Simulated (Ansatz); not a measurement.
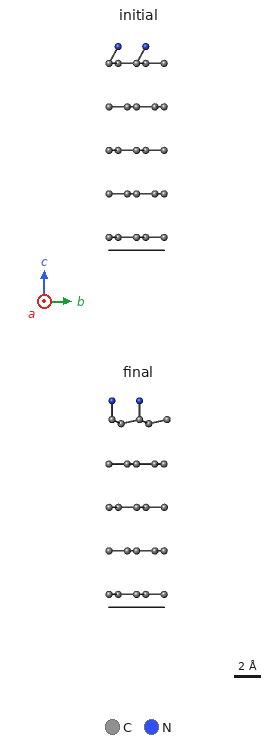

The structure of a slab of composition C10N (cut from the P6_3/mmc phase) before (top) and after (bottom) a constrained relaxation, at one scale.

Style: ball-and-stick. Shown: the 2 × 2 repeat of the cell, outlined in the plane, without the vacuum, along the a axis.

Case: N put at a bridge C-C site. The slab is the (0 0 1) face of C with N on it. 4 atoms are held fixed.

Computed with DFT PBE+D3(BJ), scalar-relativistic, plane waves, PAW (Ansatz).

Input
```yaml
crystal:
  lattice:
    - [2.4649634496, 0.0, 0.0]
    - [-1.2324817248, 2.1347209667, 0.0]
    - [0.0, 0.0, 32.4810787455]
  atoms:
    - { symbol: C, position: [0.0, 0.0, 0.2616908208] }
    - { symbol: C, position: [0.6666666667, 0.3333333333, 0.2616908159] }
    - { symbol: C, position: [0.0, 0.0, 0.3654518342] }
    - { symbol: C, position: [0.3333333333, 0.6666666667, 0.3654518293] }
    - { symbol: C, position: [0.0, 0.0, 0.4692128476] }
    - { symbol: C, position: [0.6666666667, 0.3333333333, 0.4692128427] }
    - { symbol: C, position: [0.0, 0.0, 0.572973861] }
    - { symbol: C, position: [0.3333333333, 0.6666666667, 0.5729738562] }
    - { symbol: C, position: [0.0, 0.0, 0.6767348744] }
    - { symbol: C, position: [0.6666666667, 0.3333333333, 0.6767348696] }
    - { symbol: "N", position: [0.1666666667, 0.3333333333, 0.7167581757] }
basis:
  ecutwfc: 420
kpoints:
  mp_grid: { grid: [12, 12, 1] }
hamiltonian:
  xc: pbe
  dispersion: d3bj
scf:
  occupations: { method: gaussian, width: 0.1 }
output:
  forces: true
  eigenvalues: true
relax:
  adjacent_minimum: "off"
  f_tol: 0.03
  max_steps: 70
  constraints: [{ sites: [0, 1, 2, 3] }]
efield:
  axis: 3
  dipole_correction: true
```

**Describe what moved and what it gained.**

Over 6 accepted moves (7 points after the start) the energy falls by 1.190 eV per cell of the calculation. Largest force component: 3.5 eV/Å at the start, 0.01 eV/Å at the end. The line search rejected the trial step at point 4 of the run. N11 moves most: 0.53 Å at 66° to the normal (+c side). By element the largest moves are N 0.53 Å, C 0.35 Å. The lattice vectors keep their values. Among the contacts that change: C10–N11 1.791 → 2.276 Å, C9–C10 1.423 → 1.459 Å, C9–N11 1.482 → 1.455 Å. Among the angles between lasting bonds that change: C10–C9–N11 76.1° → 102.7°, C10–C9–N11 118.7° → 102.7°, C10–C9–C10 120.0° → 115.3°. The run may lie on a higher electronic state than the lowest, so the end point isn't shown to be the ground-state structure. The run took about 3 core-minutes on a shared host.

Limits of the set-up: the cell has an odd number of electrons but was run without spin polarisation; the periodic images lie only 2.5 Å apart, so the values are limited by the cell's size.
